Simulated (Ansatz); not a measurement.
# CrO2: what the fields show

Input

```
crystal:
  lattice:
    - [4.448051, 0.0, 0.0]
    - [0.0, 4.529235, 0.0]
    - [0.0, 0.0, 2.985964]
  atoms:
    - { symbol: Cr, position: [0.5, 0.5, 0.5], spin: 2.1 }
    - { symbol: Cr, position: [0.0, 0.0, 0.0], spin: -2.1 }
    - { symbol: O, position: [0.792969, 0.189817, 0.5] }
    - { symbol: O, position: [0.207031, 0.810183, 0.5] }
    - { symbol: O, position: [0.707031, 0.689817, 0.0] }
    - { symbol: O, position: [0.30421, 0.299144, 0.016745] }
basis:
  ecutwfc: 550.0
kpoints:
  mp_grid:
    kspacing: 0.4166666666666667
hamiltonian:
  xc: pbesol
magnetization:
  spin_polarized: true
scf:
  occupations:
    method: fermi_dirac
relax:
  f_tol: 0.005
output:
  write_density: true
  write_potential: true
  volumetric_format: npy
  elf: true
```

Launched as:

```sh
python relax.py
```

Below, planes, directions and counts refer to the cell of the magnetic structure (a = 4.45 Å, b = 2.99 Å, c = 4.53 Å, α = 90.00°, β = 90.00°, γ = 90.00°).

The fields are those of the relaxed geometry.

Space group Pnnm; a structure from a database of computed crystals, not necessarily the ambient phase; the SCF solution may not be the lowest one; the program warned that another magnetic order may lie lower; spin-polarised.

The calculation used DFT PBEsol, plane waves, PAW (Ansatz).

Core electrons are frozen (PAW), and the valence fields are smoothed inside the atomic spheres.

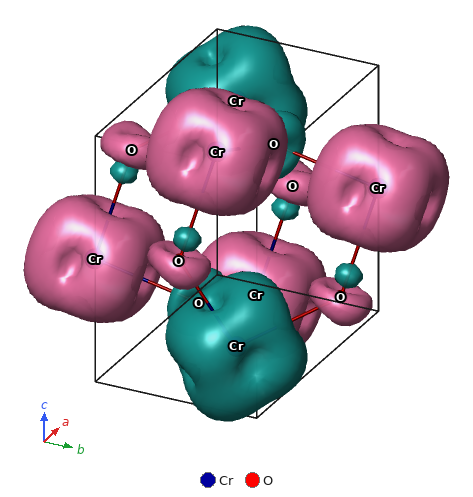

Figure 1. Isosurfaces of the spin density at +0.04 (teal) and −0.04 e/Å³ (pink), seen at an oblique angle. Sticks mark near contacts.

Question: Which atoms carry the moments, and with what signs?

Answer: The spin density sits on Cr: +1.6 μB and −1.6 μB in one cell of 6 atoms: antiferromagnetic in this solution, which needn't be the ground state, with nearest magnetic neighbours parallel and the sign changing further off. The cell of the calculation (6 atoms) carries 0.0 μB of net spin moment.

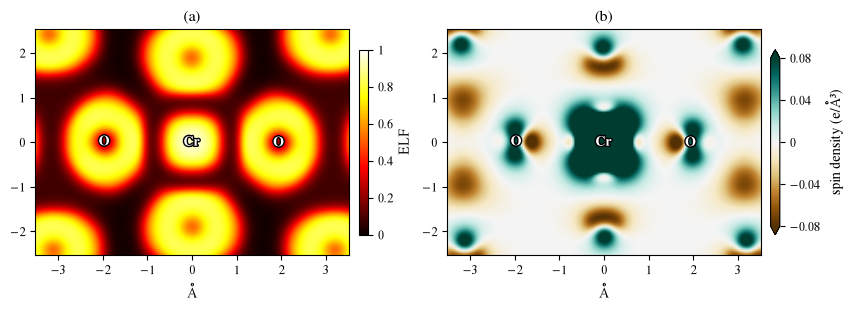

Figure 2. (a) electron localisation function; (b) spin density (up minus down) on the (111) plane of the cell of the magnetic structure.

Question: Read the bonding off the picture.

Answer: Atoms in the plane: Cr and O.
Atoms just off the plane (O, 0.3 Å away) can leave unmarked features too.
Cr–O (1.95 Å): the ELF peaks at about 0.85 in the valence shell of O, 0.6 Å from its nucleus, and is about 0.20 at the midpoint; no shared electron pair shows on this line.
The features right at Cr lie inside the PAW spheres, where the map follows smoothed inner orbitals and isn't to be read closely.

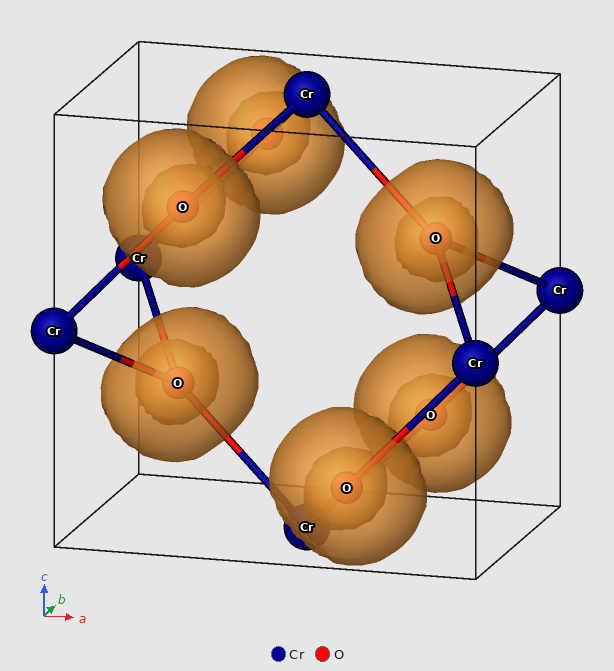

Figure 3. Isosurface of the electron localisation function at 0.75 (orange), seen slightly off an axis. Core shells and regions of very low density are left out. Sticks mark near contacts.

Question: What do the ELF domains correspond to?

Answer: The ELF exceeds this value in four regions wrapped around O (the valence shell of each), counted in one cell of 6 atoms. Any copies at cell faces, edges or corners count once. Profiles from the grid: Cr–O (1.93 Å): the ELF peaks at about 0.85 in the valence shell of O, 0.6 Å from its nucleus, and is about 0.20 at the midpoint; no localised pair shows between them.
